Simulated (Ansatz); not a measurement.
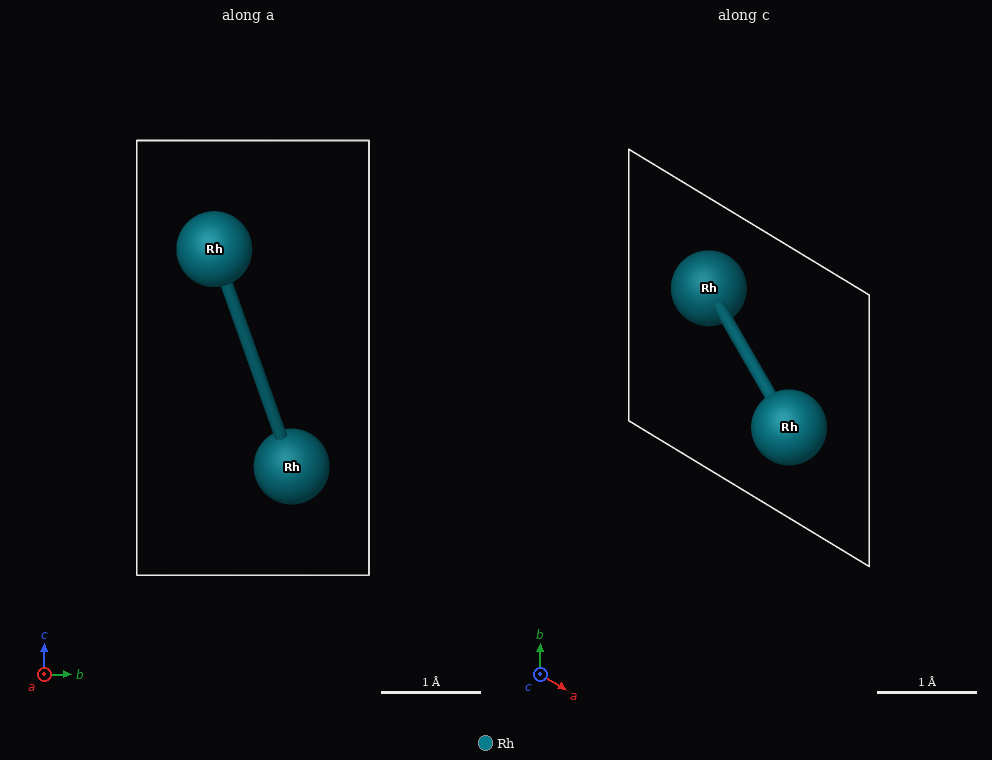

Ball-and-stick drawing of the structure, looking along the a axis and along the c axis. The frame is the simulation cell; atoms at its boundary are shown with their periodic copies.

Input for the calculation:
```yaml
crystal:
  lattice:
    - [2.8675279943, 0.0, 0.0]
    - [-1.4337639972, 2.3650972278, 0.0]
    - [0.0, 0.0, 4.428489]
  atoms:
    - { symbol: Rh, position: [0.6666666667, 0.3333333333, 0.75] }
    - { symbol: Rh, position: [0.3333333333, 0.6666666667, 0.25] }
basis:
  ecutwfc: 420
kpoints:
  mp_grid: { grid: [18, 18, 12] }
hamiltonian:
  xc: pbesol
scf:
  occupations: { method: gaussian, width: 0.15 }
output:
  forces: true
  stress: true
  eigenvalues: true
```
Run as:
```sh
ansatz run input.yaml --threads 1 --pin off --max-ram 2560MiB --backend cpu --events-out ev --progress --plain --runs-dir out
```

Computed with Ansatz 0.2.0, DFT PBEsol, scalar-relativistic, plane waves, PAW. Settings: 420 eV cutoff, an 18×18×12 k-point mesh, Gaussian smearing of 0.15 eV, no spin polarisation.

**Classify it as metallic or gapped, with the value.**

A metal: bands cross the Fermi level.

**How far is the cell from zero pressure?**

The computed pressure is -22.5 GPa (stretched: it would shrink). The stress isn't hydrostatic: its largest component is 27.5 GPa.

The initial geometry was a structure listed in the Materials Project. The cell was then strained or its atoms displaced on purpose. It was run through Ansatz as a DFT input.

At this level of theory the run's own cell isn't at rest (stretched, at -22 GPa), so its distances can differ from those at equilibrium, the more so the softer the solid.
